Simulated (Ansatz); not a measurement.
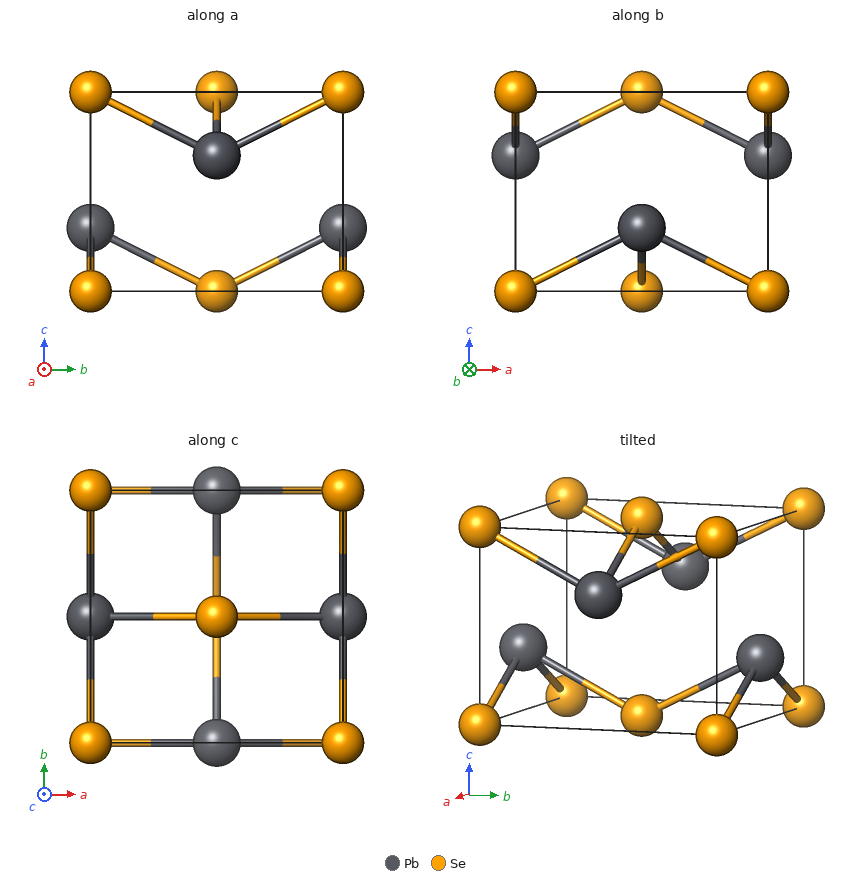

Drawn in the ball-and-stick manner and seen along the a axis, along the b axis, along the c axis and slightly off an axis. The edges of the conventional unit cell are marked.

Lattice parameters: a = 5.3495 Å, b = 5.3495 Å, c = 4.2213 Å, α = 90.000°, β = 90.000°, γ = 90.000°.

### Convert the drawing into a CIF in P1 with every atom of the cell, with free fractional coordinates to two decimals.

```cif
data_structure
_symmetry_space_group_name_H-M 'P 1'
_symmetry_Int_Tables_number 1
_cell_length_a 5.3495
_cell_length_b 5.3495
_cell_length_c 4.2213
_cell_angle_alpha 90.000
_cell_angle_beta 90.000
_cell_angle_gamma 90.000
_cell_volume 120.80
loop_
_atom_site_label
_atom_site_type_symbol
_atom_site_fract_x
_atom_site_fract_y
_atom_site_fract_z
_atom_site_occupancy
Pb1 Pb 0.50 0.00 0.32 1
Pb2 Pb 0.00 0.50 0.68 1
Se1 Se 0.00 0.00 0.00 1
Se2 Se 0.50 0.50 0.00 1
```

Provenance: a structure type filled with these elements by a generator (whether the compound takes this form wasn't checked). Earlier steps of the study may have refined or changed the cell and positions. It went into a calculation with Ansatz.
